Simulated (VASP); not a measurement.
Density-of-states run of CoSi2 (part 3 of 3)

Continued. System: CoSi2 (12 atoms in the cell). Method: Kohn-Sham DFT of a periodic cell, RPBE with D3(BJ), DFT+U, VASP PAW PBE potentials, recommended, spin-polarised (VASP 6.6.1); cutoff 520 eV, 5×5×5 k-mesh, tetrahedron occupations, collinear spins. The structure derives from an entry of the Crystallography Open Database. The run did not end well. The settings of this run were made unusual or wrong on purpose.

Geometry of the input (Å; fractional positions):
```
5.3560  0.0000  0.0000
0.0000  5.3560  0.0000
0.0000  0.0000  5.3560
Co 0.0000  0.0000  0.0000
Co 0.0000  0.5000  0.5000
Co 0.5000  0.0000  0.5000
Co 0.5000  0.5000  0.0000
Si 0.2500  0.2500  0.7500
Si 0.7500  0.7500  0.2500
Si 0.7500  0.2500  0.7500
Si 0.2500  0.7500  0.2500
Si 0.7500  0.7500  0.7500
Si 0.2500  0.2500  0.2500
Si 0.2500  0.7500  0.7500
Si 0.7500  0.2500  0.2500
```

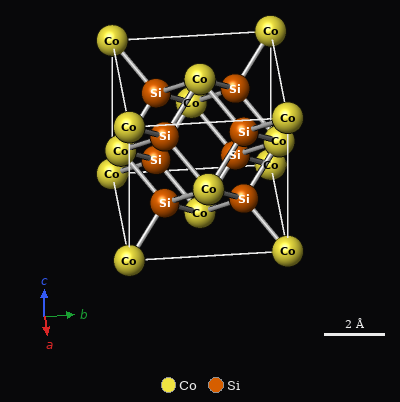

The structure (ball-and-stick view of the cell of the calculation, seen at an oblique angle).

## Parts of OUTCAR, continued
```
 k-point     5 :       0.4000    0.2000    0.0000
  band No.  band energies     occupation
      1      -2.1490      1.00000
      2      -1.1802      1.00000
      3       0.5669      1.00000
      4       1.3028      1.00000
      5       1.5950      1.00000
      6       2.1485      1.00000
      7       3.1112      1.00000
      8       3.4982      1.00000
      9       3.6655      1.00000
     10       4.1251      1.00000
     11       4.5599      1.00000
     12       4.9062      1.00000
     13       4.9081      1.00000
     14       4.9298      1.00000
     15       5.1675      1.00000
     16       5.4535      1.00000
     17       5.5598      1.00000
     18       6.0987      1.00000
     19       6.1892      1.00000
     20       6.2726      1.00000
     21       6.3024      1.00000
     22       6.4902      1.00000
     23       6.8144      1.00000
     24       6.9358      1.00000
     25       6.9753      1.00000
     26       7.1230      1.00000
     27       7.2432      1.00000
     28       7.4030      1.00000
     29       7.4949      1.00000
     30       8.1843      1.00000
     31       8.2848      1.00000
     32       8.3971      1.00000
     33       8.7976      1.00000
     34       9.1174      1.00000
     35       9.1434      1.00832
     36      10.8980      0.61843
     37      11.4064     -0.00894
     38      11.8055     -0.00448
     39      12.0002      0.00000
     40      12.5750      0.00000
     41      13.4845      0.00000
     42      13.6859      0.00000
     43      13.9068      0.00000
     44      14.5190      0.00000
     45      14.6885      0.00000

 [... the levels of 4 k-points are left out ...]

 k-point    10 :       0.4000    0.4000    0.4000
  band No.  band energies     occupation
      1      -0.8494      1.00000
      2      -0.0332      1.00000
      3      -0.0331      1.00000
      4      -0.0331      1.00000
      5       1.0440      1.00000
      6       1.0441      1.00000
      7       1.0442      1.00000
      8       1.7263      1.00000
      9       5.1290      1.00000
     10       5.1291      1.00000
     11       5.1292      1.00000
     12       5.2341      1.00000
     13       5.2343      1.00000
     14       5.3045      1.00000
     15       5.3047      1.00000
     16       5.3050      1.00000
     17       6.4770      1.00000
     18       6.4773      1.00000
     19       6.4777      1.00000
     20       6.7903      1.00000
     21       6.7908      1.00000
     22       6.8134      1.00000
     23       6.8136      1.00000
     24       6.8141      1.00000
     25       6.8820      1.00000
     26       6.9006      1.00000
     27       6.9007      1.00000
     28       6.9012      1.00000
     29       9.0220      1.00000
     30       9.0234      1.00000
     31       9.0241      1.00000
     32       9.1725      1.00000
     33       9.1725      1.00000
     34       9.1731      1.00000
     35       9.7660      1.00053
     36       9.7662      1.00845
     37      12.0619      0.00000
     38      12.0624      0.00000
     39      12.0668      0.00000
     40      12.7786      0.00000
     41      13.0491      0.00000
     42      13.0818      0.00000
     43      13.4002      0.00000
     44      13.4399      0.00000
     45      13.4863      0.00000
 Fermi energy:        10.8632581375

 spin component 2

 k-point     1 :       0.0000    0.0000    0.0000
  band No.  band energies     occupation
      1      -2.8990      1.00000
      2       1.1592      1.00000
      3       1.1594      1.00000
      4       1.1596      1.00000
      5       3.1146      1.00000
      6       3.1148      1.00000
      7       3.1150      1.00000
      8       4.0220      1.00000
      9       4.0222      1.00000
     10       4.0228      1.00000
     11       6.5632      1.00000
     12       6.5633      1.00000
     13       6.5634      1.00000
     14       6.5638      1.00000
     15       6.5643      1.00000
     16       6.5657      1.00000
     17       6.7729      1.00000
     18       6.7736      1.00000
     19       6.7745      1.00000
     20       9.2381      1.00000
     21       9.2390      1.00000
     22       9.2424      1.00000
     23       9.7105      1.00000
     24       9.7126      1.00000
     25       9.7718      1.00000
     26       9.7722      1.00000
     27       9.7725      1.00000
     28       9.7729      1.00000
     29       9.7738      1.00000
     30       9.7757      1.00000
     31      10.5852      1.00000
     32      10.5856      1.00000
     33      10.5859      1.00000
     34      11.0238      0.00000
     35      13.4808      0.00000
     36      13.4816      0.00000
     37      13.4870      0.00000
     38      13.7811      0.00000
     39      13.7869      0.00000
     40      13.8529      0.00000
     41      14.1658      0.00000
     42      14.1690      0.00000
     43      14.2126      0.00000
     44      14.8698      0.00000
     45      14.8752      0.00000

 k-point     2 :       0.2000    0.0000    0.0000
  band No.  band energies     occupation
      1      -2.6964      1.00000
      2       0.1641      1.00000
      3       1.3199      1.00000
      4       1.3202      1.00000
      5       3.3071      1.00000
      6       3.3074      1.00000
      7       3.4557      1.00000
      8       3.4560      1.00000
      9       4.1923      1.00000
     10       4.3847      1.00000
     11       5.8808      1.00000
     12       5.8817      1.00000
     13       6.3143      1.00000
     14       6.5707      1.00000
     15       6.5708      1.00000
     16       6.7410      1.00000
     17       6.7414      1.00000
     18       7.2470      1.00000
     19       7.2477      1.00000
     20       9.3656      1.00000
     21       9.4572      1.00000
     22       9.6633      1.00000
     23       9.6636      1.00000
     24       9.7729      1.00000
     25       9.7741      1.00000
     26       9.7831      1.00000
     27       9.8174      1.00000
     28       9.8182      1.00000
     29       9.9755      1.00000
     30       9.9757      1.00000
     31      10.4912      1.00000
     32      10.6553      1.04969
     33      10.6554      1.06674
     34      11.6054      0.00000
     35      12.6914      0.00000
     36      12.6927      0.00000
     37      13.0556      0.00000
     38      13.4177      0.00000
     39      13.6151      0.00000
     40      13.6161      0.00000
     41      14.1487      0.00000
     42      14.5092      0.00000
     43      14.5188      0.00000
     44      14.9247      0.00000
     45      15.1157      0.00000

 k-point     3 :       0.4000    0.0000    0.0000
  band No.  band energies     occupation
      1      -2.0948      1.00000
      2      -1.1166      1.00000
      3       1.7927      1.00000
      4       1.7928      1.00000
      5       2.5430      1.00000
      6       2.5434      1.00000
      7       3.8699      1.00000
      8       3.8701      1.00000
      9       4.6882      1.00000
     10       4.7911      1.00000
     11       4.7915      1.00000
     12       5.4531      1.00000
     13       6.4047      1.00000
     14       6.6030      1.00000
     15       6.6036      1.00000
     16       6.6684      1.00000
     17       6.6687      1.00000
     18       8.2473      1.00000
     19       8.3946      1.00000
     20       8.3968      1.00000
     21       9.2511      1.00000
     22       9.2536      1.00000
     23       9.7767      1.00000
     24       9.7774      1.00000
     25       9.9905      1.00000
     26      10.1387      1.00000
     27      10.2584      1.00000
     28      10.2766      1.00000
     29      10.2788      1.00000
     30      10.5656      1.00000
     31      10.5665      1.00000
     32      10.9411      0.20428
     33      10.9433      0.16137
     34      11.3893      0.00000
     35      11.4854      0.00000
     36      11.4860      0.00000
     37      12.5795      0.00000
     38      13.1751      0.00000
     39      14.1415      0.00000
     40      14.1503      0.00000
     41      14.1713      0.00000
     42      14.3048      0.00000
     43      15.3444      0.00000
     44      15.4538      0.00000
     45      15.7839      0.00000

 k-point     4 :       0.2000    0.2000    0.0000
  band No.  band energies     occupation
      1      -2.4952      1.00000
      2       0.3423      1.00000
      3       0.3424      1.00000
      4       1.4805      1.00000
      5       2.7488      1.00000
      6       3.5163      1.00000
      7       3.6174      1.00000
      8       3.6179      1.00000
      9       4.5535      1.00000
     10       4.5539      1.00000
     11       5.6901      1.00000
     12       5.9691      1.00000
     13       5.9694      1.00000
     14       6.6503      1.00000
     15       6.6528      1.00000
     16       6.8029      1.00000
     17       7.0306      1.00000
     18       7.2336      1.00000
     19       7.2337      1.00000
     20       9.2957      1.00000
     21       9.4848      1.00000
     22       9.5244      1.00000
     23       9.5246      1.00000
     24       9.6754      1.00000
     25       9.8663      1.00000
     26       9.9769      1.00000
     27       9.9776      1.00000
     28      10.1663      1.00000
     29      10.2592      1.00000
     30      10.2600      1.00000
     31      10.5586      1.00000
     32      10.5607      1.14227
     33      10.7022      1.05800
     34      11.6004      0.00000
     35      11.8609      0.00000
     36      12.4936      0.00000
     37      13.3643      0.00000
     38      13.5721      0.00000
     39      13.5767      0.00000
     40      13.5774      0.00000
     41      14.4849      0.00000
     42      14.4888      0.00000
     43      14.8908      0.00000
     44      15.0799      0.00000
     45      15.5382      0.00000

 k-point     5 :       0.4000    0.2000    0.0000
  band No.  band energies     occupation
      1      -1.8976      1.00000
      2      -0.9266      1.00000
      3       0.8682      1.00000
      4       1.7076      1.00000
      5       1.9529      1.00000
      6       2.7025      1.00000
      7       4.0689      1.00000
      8       4.0890      1.00000
      9       4.8208      1.00000
     10       4.9319      1.00000
     11       5.0571      1.00000
     12       5.8221      1.00000
     13       6.1287      1.00000
     14       6.4288      1.00000
     15       6.6165      1.00000
     16       7.1768      1.00000
     17       7.2120      1.00000
     18       8.1028      1.00000
     19       8.3034      1.00000
     20       8.3789      1.00000
     21       9.0786      1.00000
     22       9.1185      1.00000
     23       9.7110      1.00000
     24       9.8720      1.00000
     25       9.9399      1.00000
     26       9.9697      1.00000
     27      10.2464      1.00000
     28      10.4209      1.00000
     29      10.4296      1.00000
     30      10.4530      1.00000
     31      10.5328      1.00000
     32      10.9256      0.18564
     33      10.9311      0.13592
     34      11.0825      0.00000
     35      11.3102      0.00000
     36      12.1801      0.00000
     37      13.0400      0.00000
     38      13.4347      0.00000
     39      13.8081      0.00000
     40      14.1908      0.00000
     41      14.4669      0.00000
     42      14.5386      0.00000
     43      14.6919      0.00000
     44      15.4824      0.00000
     45      15.5994      0.00000

 [... the levels of 4 k-points are left out ...]

 k-point    10 :       0.4000    0.4000    0.4000
  band No.  band energies     occupation
      1      -0.5602      1.00000
      2       0.3241      1.00000
      3       0.3241      1.00000
      4       0.3241      1.00000
      5       1.3329      1.00000
      6       1.3329      1.00000
      7       1.3329      1.00000
      8       2.1438      1.00000
      9       7.0003      1.00000
     10       7.0006      1.00000
     11       7.0012      1.00000
     12       7.2678      1.00000
     13       7.2687      1.00000
     14       7.2693      1.00000
     15       7.3165      1.00000
     16       7.3170      1.00000
     17       8.3087      1.00000
     18       8.3093      1.00000
     19       8.3098      1.00000
     20       9.3411      1.00000
     21       9.4735      1.00000
     22       9.4740      1.00000
     23       9.7065      1.00000
     24       9.7083      1.00000
     25       9.7100      1.00000
     26       9.7419      1.00000
     27       9.7429      1.00000
     28       9.7439      1.00000
     29      10.3022      1.00000
     30      10.3027      1.00000
     31      10.3039      1.00000
     32      10.6570      1.00000
     33      10.6572      1.17807
     34      10.6578      0.73186
     35      10.7083      0.59926
     36      10.7084      0.36693
     37      13.0240      0.00000
     38      13.1278      0.00000
     39      13.1282      0.00000
     40      13.1445      0.00000
     41      14.8877      0.00000
     42      15.0124      0.00000
     43      15.0880      0.00000
     44      15.1148      0.00000
     45      15.3266      0.00000

------------------------ aborting loop EDIFF was not reached (unconverged)  ----------------------------

 Edisp (eV)  -23.82228

 E6    (eV) :    -9.0587

 E8    (eV) :   -14.7636

  FORCE on cell =-STRESS in cart. coord.  units (eV):
  Direction    XX          YY          ZZ          XY          YZ          ZX
  --------------------------------------------------------------------------------------
  -------------------------------------------------------------------------------------
  Total    -235.85353  -235.85353  -235.85353     0.00000    -0.00000     0.00000
  in kB   -2459.41184 -2459.41184 -2459.41184     0.00000    -0.00000     0.00000
  external pressure =    -2459.41 kB  Pullay stress =        0.00 kB

 VOLUME and BASIS-vectors are now :
 -----------------------------------------------------------------------------
  energy-cutoff  :      520.00
  volume of cell :      153.65
      direct lattice vectors                 reciprocal lattice vectors
     5.356000000  0.000000000  0.000000000     0.186706497  0.000000000  0.000000000
     0.000000000  5.356000000  0.000000000     0.000000000  0.186706497  0.000000000
     0.000000000  0.000000000  5.356000000     0.000000000  0.000000000  0.186706497

 POSITION                                       TOTAL-FORCE (eV/Angst)
 -----------------------------------------------------------------------------------
      0.00000      0.00000      0.00000         0.000000     -0.000000      0.000000
      0.00000      2.67800      2.67800         0.000000     -0.000000     -0.000000
      2.67800      0.00000      2.67800        -0.000000     -0.000000      0.000000
      2.67800      2.67800      0.00000        -0.000000     -0.000000     -0.000000
      1.33900      1.33900      4.01700         0.000000     -0.000000      0.000000
      4.01700      4.01700      1.33900        -0.000000     -0.000000      0.000000
      4.01700      1.33900      4.01700         0.000000      0.000000     -0.000000
      1.33900      4.01700      1.33900         0.000000      0.000000      0.000000
      4.01700      4.01700      4.01700         0.000000      0.000000      0.000000
      1.33900      1.33900      1.33900         0.000000     -0.000000      0.000000
      1.33900      4.01700      4.01700        -0.000000      0.000000     -0.000000
      4.01700      1.33900      1.33900        -0.000000     -0.000000      0.000000
 -----------------------------------------------------------------------------------
    total drift:                               -0.000000     -0.000000     -0.000000

  FREE ENERGIE OF THE ION-ELECTRON SYSTEM (eV)
  ---------------------------------------------------
  free  energy   TOTEN  =       -74.9409319969 eV

  energy  without entropy=      -74.9409319969  energy(sigma->0) =      -74.94093200
```

## CONTCAR
```
Co Si
   1.00000000000000
     5.3559999999999999    0.0000000000000000    0.0000000000000000
     0.0000000000000000    5.3559999999999999    0.0000000000000000
     0.0000000000000000    0.0000000000000000    5.3559999999999999
  Co              Si
     4     8
Direct
     0.0000000000000000    0.0000000000000000    0.0000000000000000
     0.0000000000000000    0.5000000000000000    0.5000000000000000
     0.5000000000000000    0.0000000000000000    0.5000000000000000
     0.5000000000000000    0.5000000000000000    0.0000000000000000
     0.2500000000000000    0.2500000000000000    0.7500000000000000
     0.7500000000000000    0.7500000000000000    0.2500000000000000
     0.7500000000000000    0.2500000000000000    0.7500000000000000
     0.2500000000000000    0.7500000000000000    0.2500000000000000
     0.7500000000000000    0.7500000000000000    0.7500000000000000
     0.2500000000000000    0.2500000000000000    0.2500000000000000
     0.2500000000000000    0.7500000000000000    0.7500000000000000
     0.7500000000000000    0.2500000000000000    0.2500000000000000

  0.00000000E+00  0.00000000E+00  0.00000000E+00
  0.00000000E+00  0.00000000E+00  0.00000000E+00
  0.00000000E+00  0.00000000E+00  0.00000000E+00
  0.00000000E+00  0.00000000E+00  0.00000000E+00
  0.00000000E+00  0.00000000E+00  0.00000000E+00
  0.00000000E+00  0.00000000E+00  0.00000000E+00
  0.00000000E+00  0.00000000E+00  0.00000000E+00
  0.00000000E+00  0.00000000E+00  0.00000000E+00
  0.00000000E+00  0.00000000E+00  0.00000000E+00
  0.00000000E+00  0.00000000E+00  0.00000000E+00
  0.00000000E+00  0.00000000E+00  0.00000000E+00
  0.00000000E+00  0.00000000E+00  0.00000000E+00
```

## What the run reported

```csv
quantity,value
outcome,not converged
space group (tolerance 0.01 Å),Fm-3m (225)
electrons treated,68
free energy,−74.9409 eV
dispersion energy,−23.8223 eV
Fermi energy of the self-consistent step,10.863 eV
gap on the k-point mesh,none (metallic)
net moment of the cell,8.00 μB
pressure,−245.94 GPa
largest force (length of the vector),under 0.001 eV/Å
hardware,"1 thread of Intel Xeon @ 2.50GHz (Skylake/Cascade Lake), 64 GiB of memory available, shared host"
wall time,39 s
peak memory,0.33 GiB
```

## Diagnosis

Some settings of this run were drawn to be unusual or wrong (NELM set to 4). The run did not converge. Its last values are not results.
